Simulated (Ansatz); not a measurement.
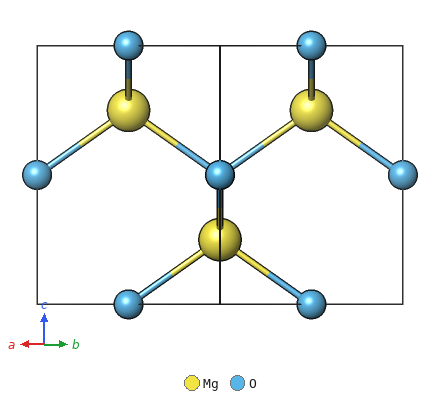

The structure, seen along [110]; the drawing may span several cells.

Given this structure, coordinates from a relaxation with DFT r2SCAN, scalar-relativistic, plane waves, PAW in Ansatz; the starting structure was generated, so it need not be a known form of this composition, written in its standard cell:

```xyz
8
Lattice="4.5646 0.0000 0.0000 0.0000 4.5646 0.0000 0.0000 0.0000 4.5646" Properties=species:S:1:pos:R:3 pbc="T T T"
Mg    3.4235    3.4235    1.1412
O     2.2823    2.2823    2.2823
Mg    3.4235    1.1412    3.4235
O     2.2823    0.0000    0.0000
Mg    1.1412    3.4235    3.4235
O     0.0000    2.2823    0.0000
Mg    1.1412    1.1412    1.1412
O     0.0000    0.0000    2.2823
```

**Predict the [110] zone-axis pattern (120 kV, kinematic, B = 0.5 Å²).**

The spots form a centred rectangular net with both shortest vectors at d = 2.64 Å, 70.5° apart. They are -1 1 -1 and -1 1 1. The pattern has symmetry 2mm. The lattice centring (F) removes all reflections that break h + k = 2n, h + l = 2n.

Strongest reflections with d > 0.80 Å, one of each family (|F|² from tabulated Gaussian fits of the electron scattering factors, times a small damping for the curvature of the Ewald sphere):

| hkl | d (Å) | I (strongest = 100) |
| --- | --- | --- |
| 1 -1 1 | 2.635 | 100 |
| 2 -2 0 | 1.614 | 69 |
| 0 0 4 | 1.141 | 27 |
| 1 -1 3 | 1.376 | 23 |
| 2 -2 4 | 0.932 | 14 |
| 3 -3 1 | 1.047 | 11 |

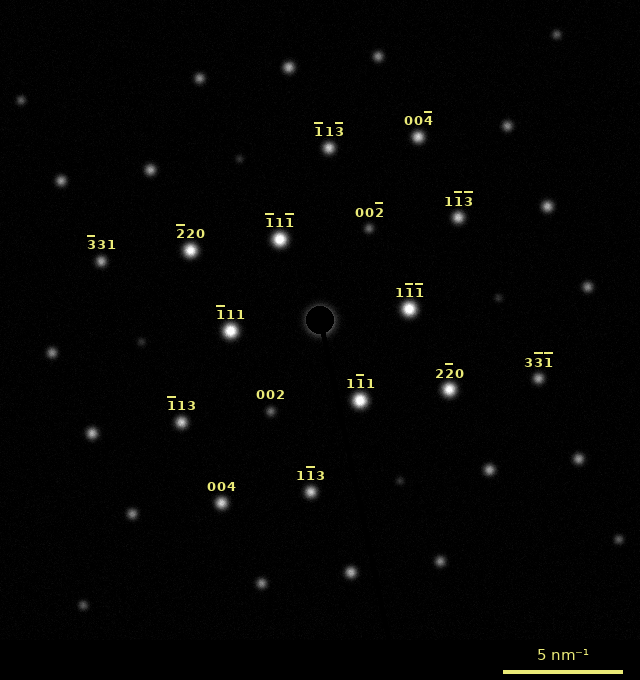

Calculated pattern, seen from the source side with [110] pointing towards the source.
